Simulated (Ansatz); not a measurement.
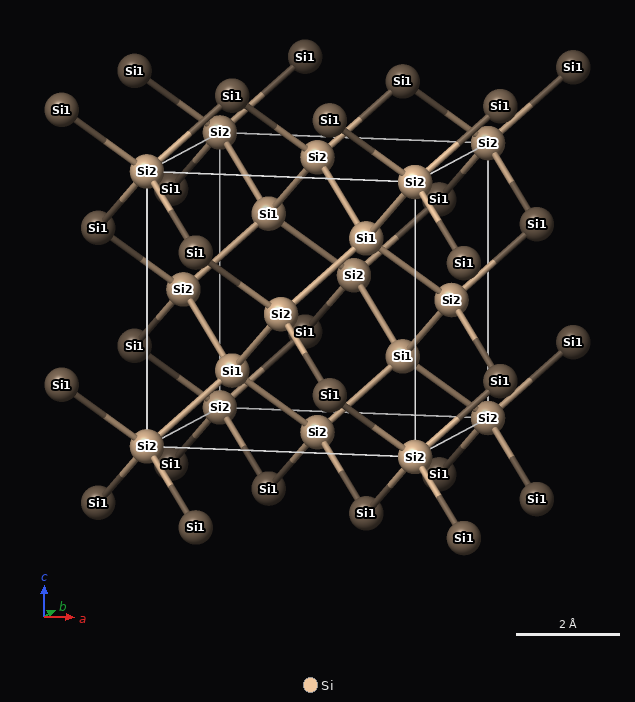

Figure 1. The input geometry of the first run (ball-and-stick view of the cell 4 times as large as that of the calculation, set on its symmetry axes, seen slightly off an axis; neighbours outside the cell are drawn fainter; atoms are numbered from 1 in the order of the input). An atom can appear more than once, as a periodic image. Near neighbours in the periodic cell (some may lie outside the picture): Si has 4 Si at 2.35 Å.

**Si: a changed input and its effect**

System: Si (Fd-3m, 2 atoms in the cell).
Method of the first run: DFT PBEsol, scalar-relativistic, plane waves, PAW, no spin polarisation (Ansatz 0.2.0).

The structure derives from a Materials Project entry. Text and figures count atoms from 1; the logs count them from 0 in places.

### Input, the first run
```yaml
crystal:
  lattice:
    - [0.0, 2.7169170805, 2.7169170805]
    - [2.7169170805, 0.0, 2.7169170805]
    - [2.7169170805, 2.7169170805, 0.0]
  atoms:
    - { symbol: Si, position: [0.25, 0.25, 0.25] }
    - { symbol: Si, position: [0.0, 0.0, 0.0] }
basis:
  ecutwfc: 420
  xc_grid: 2
kpoints:
  mp_grid: { grid: [12, 12, 12] }
  band_path: { path: [VBM, CBM], npoints: 2 }
hamiltonian:
  xc: pbesol
scf:
  occupations: { method: gaussian, width: 0.02 }
output:
  forces: true
  stress: true
  eigenvalues: true
```

Command:
```bash
ansatz run input.yaml --threads 4 --pin off --max-ram 10240MiB --backend cpu --events-out ev --progress --plain --runs-dir out
```

Hardware: 4 threads of Arm Neoverse V2, 24 GiB of memory available, shared host.

### Output, shortened to warnings, some set-up lines, iterations and results (the first run)
```
Basis set: ecut = 420 eV, 749 PW (Γ), exchange–correlation on 54×54×54 points (8 copies of the dense FFT grid, shifted against one another)
Symmetry: 48 space group operations
k-points: 72 of 1728
Initial density: superposition of atomic densities (neutral atoms: chi_scale 0, normalization atom), corrected by the library's trained network
[...]
SCF iter   1: F=—  HF=-1242.985440 eV  |F-HF|=—  |Δ(HF+E_count)|=         —  Δρ=2.92e-3  dr2=3.84e-3  ethr=1.77e-3  ⟨swp⟩=6.2  Hψ=5222  notcnv=0
SCF iter   2: F=—  HF=-1242.984978 eV  |F-HF|=—  |Δ(HF+E_count)|=   4.62e-4  Δρ=1.11e-3  dr2=4.66e-4  ethr=4.80e-5  ⟨swp⟩=2.5  Hψ=1440  notcnv=0
SCF iter   3: F=—  HF=-1242.984957 eV  |F-HF|=—  |Δ(HF+E_count)|=   2.12e-5  Δρ=1.78e-4  dr2=7.68e-6  ethr=5.82e-6  ⟨swp⟩=2.0  Hψ=864  notcnv=0
SCF iter   4: F=—  HF=-1242.984967 eV  |F-HF|=—  |Δ(HF+E_count)|=   9.76e-6  Δρ=1.66e-5  dr2=8.09e-8  ethr=9.60e-8  ⟨swp⟩=2.0  Hψ=814  notcnv=0
SCF iter   5: F=-1242.984967 eV  HF=-1242.984967 eV  |F-HF|=7.51e-10  |Δ(HF+E_count)|=   1.08e-8  Δρ=4.36e-6  dr2=4.12e-9  ethr=1.01e-9  ⟨swp⟩=2.0  Hψ=801  notcnv=0
SCF iter   6: F=-1242.984967 eV  HF=-1242.984967 eV  |F-HF|=1.96e-11  |Δ(HF+E_count)|=   1.13e-9  Δρ=4.48e-7  dr2=5.45e-11  ethr=5.15e-11  ⟨swp⟩=1.5  Hψ=1767  notcnv=0
SCF 1 converged in 6 iterations: F = -1242.984967 eV  dr2 = 5.45e-11
NSCF: frozen V_eff on 16 k-points
NSCF: frozen V_eff on 16 k-points
NSCF: frozen V_eff on 16 k-points
NSCF: frozen V_eff on 13 k-points
NSCF: frozen V_eff on 3 k-points
NSCF: frozen V_eff on 13 k-points
NSCF: frozen V_eff on 11 k-points
NSCF: frozen V_eff on 7 k-points
NSCF: frozen V_eff on 10 k-points
NSCF: frozen V_eff on 9 k-points
NSCF: frozen V_eff on 2 k-points
NSCF: frozen V_eff on 11 k-points
NSCF: frozen V_eff on 4 k-points
NSCF: frozen V_eff on 6 k-points
NSCF: frozen V_eff on 4 k-points
NSCF: frozen V_eff on 6 k-points
NSCF: frozen V_eff on 4 k-points
NSCF: frozen V_eff on 4 k-points
NSCF: frozen V_eff on 2 k-points
NSCF: frozen V_eff on 3 k-points
SCF converged after 6 iterations
Free energy (F): -1242.984967 eV
Harris-Foulkes:  -1242.984967 eV  (|F-HF|=1.96e-11)
Internal energy: -1242.984967 eV  (E = F + TS)
E sigma→0 (E₀):  -1242.984967 eV
Fermi energy:    6.395389 eV
--- Per-component energies (eV) ---
  E_band       = 8.664287
  E_kinetic    = 80.517976
  E_local      = -54.707300  (includes V_loc(G=0)·N_el)
  E_nonlocal   = 52.106389
  E_hartree    = 14.650256
  E_xc         = -109.326684
  E_vxc        = -93.620007  (∫ρ·V_xc dr)
  E_paw        = -997.888739  (= ΣΔE_a)
  E_vpaw       = -4.933330  (= ΣTr[D̂ρ^β])
  E_aug_tail   = 0.000012  (compensation charges beyond the density's cutoff)
  E_ewald      = -228.399998
  E_core_change = 0.063121  (= ΣΔE_core)
  E_smearing   = -0.000000  (= −TS)
  E_closure    = 0.000000  (closes the sum)
  Σ components = -1242.984967   (vs F -1242.984967, Δ=0.00e0)
--- Forces (eV/Å), atoms counted from 1 ---
  atom   1  Si     0.00000000     0.00000000    -0.00000000
  atom   2  Si    -0.00000000     0.00000000    -0.00000000
  max |Σ_I F_I| component: 4.16e-17 eV/Å
--- Stress (GPa, compression-positive) ---
       -0.008926       0.000000      -0.000000
        0.000000      -0.008926       0.000000
       -0.000000      -0.000000      -0.008926
  P = ⅓ Tr σ = -0.0089 GPa (-0.089 kbar)
```

The input of the second run differs as follows (lines with − go, lines with + come):
```diff
-  xc_grid: 2
+  xc_grid: 4
-  mp_grid: { grid: [12, 12, 12] }
-  band_path: { path: [VBM, CBM], npoints: 2 }
+  mp_grid: { grid: [8, 8, 8] }
```

What does this change do to the results?

The free energy of the second run is 2.1 meV per atom higher, the joint effect of these numerical settings, which can't be told apart here. The gap on the mesh goes from 0.46 to 0.51 eV. The number of SCF iterations is the same. The irreducible k-points go from 72 to 29.

### Output, shortened to warnings, some set-up lines, iterations and results (the second run)
```
Basis set: ecut = 420 eV, 749 PW (Γ), exchange–correlation on 108×108×108 points (64 copies of the dense FFT grid, shifted against one another)
Symmetry: 48 space group operations
k-points: 29 of 512
Initial density: superposition of atomic densities (neutral atoms: chi_scale 0, normalization atom), corrected by the library's trained network
[...]
SCF iter   1: F=—  HF=-1242.981241 eV  |F-HF|=—  |Δ(HF+E_count)|=         —  Δρ=2.82e-3  dr2=3.55e-3  ethr=1.77e-3  ⟨swp⟩=6.3  Hψ=2099  notcnv=0
SCF iter   2: F=—  HF=-1242.980857 eV  |F-HF|=—  |Δ(HF+E_count)|=   3.84e-4  Δρ=1.07e-3  dr2=4.27e-4  ethr=4.44e-5  ⟨swp⟩=2.6  Hψ=587  notcnv=0
SCF iter   3: F=—  HF=-1242.980840 eV  |F-HF|=—  |Δ(HF+E_count)|=   1.79e-5  Δρ=1.76e-4  dr2=7.52e-6  ethr=5.34e-6  ⟨swp⟩=2.0  Hψ=348  notcnv=0
SCF iter   4: F=—  HF=-1242.980843 eV  |F-HF|=—  |Δ(HF+E_count)|=   2.95e-6  Δρ=1.68e-5  dr2=8.57e-8  ethr=9.40e-8  ⟨swp⟩=2.0  Hψ=329  notcnv=0
SCF iter   5: F=-1242.980843 eV  HF=-1242.980843 eV  |F-HF|=4.66e-10  |Δ(HF+E_count)|=   1.48e-8  Δρ=4.63e-6  dr2=4.77e-9  ethr=1.07e-9  ⟨swp⟩=1.9  Hψ=322  notcnv=0
SCF iter   6: F=-1242.980843 eV  HF=-1242.980843 eV  |F-HF|=1.86e-11  |Δ(HF+E_count)|=  8.77e-10  Δρ=4.65e-7  dr2=5.69e-11  ethr=5.96e-11  ⟨swp⟩=1.5  Hψ=715  notcnv=0
SCF 1 converged in 6 iterations: F = -1242.980843 eV  dr2 = 5.69e-11
SCF converged after 6 iterations
Free energy (F): -1242.980843 eV
Harris-Foulkes:  -1242.980843 eV  (|F-HF|=1.86e-11)
Internal energy: -1242.980843 eV  (E = F + TS)
E sigma→0 (E₀):  -1242.980843 eV
Fermi energy:    6.420052 eV
--- Per-component energies (eV) ---
  E_band       = 8.680301
  E_kinetic    = 80.539820
  E_local      = -54.725404  (includes V_loc(G=0)·N_el)
  E_nonlocal   = 52.099464
  E_hartree    = 14.663434
  E_xc         = -109.326814
  E_vxc        = -93.621443  (∫ρ·V_xc dr)
  E_paw        = -997.894477  (= ΣΔE_a)
  E_vpaw       = -4.939052  (= ΣTr[D̂ρ^β])
  E_aug_tail   = 0.000012  (compensation charges beyond the density's cutoff)
  E_ewald      = -228.399998
  E_core_change = 0.063121  (= ΣΔE_core)
  E_smearing   = -0.000000  (= −TS)
  E_closure    = 0.000000  (closes the sum)
  Σ components = -1242.980843   (vs F -1242.980843, Δ=0.00e0)
--- Forces (eV/Å), atoms counted from 1 ---
  atom   1  Si    -0.00000000     0.00000000    -0.00000000
  atom   2  Si    -0.00000000    -0.00000000    -0.00000000
  max |Σ_I F_I| component: 1.02e-16 eV/Å
--- Stress (GPa, compression-positive) ---
       -0.000961       0.000000       0.000000
        0.000000      -0.000961      -0.000000
       -0.000000      -0.000000      -0.000961
  P = ⅓ Tr σ = -0.0010 GPa (-0.010 kbar)
```

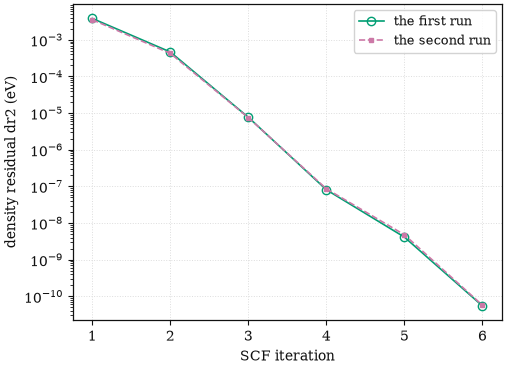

Figure 2. Convergence of the two runs: density residual dr2 against the SCF iteration. The first run takes 6 iterations in all, and the second run takes 6.

### The two runs side by side

```tsv
quantity	the first run	the second run
outcome	converged	converged
free energy per atom (eV)	−621.4925	−621.4904
gap on the mesh (eV)	0.46	0.51
pressure (GPa)	−0.01	0.00
largest force (eV/Å)	0.000	0.000
SCF iterations	6	6
irreducible k-points	72	29
plane waves at Γ	749	749
```
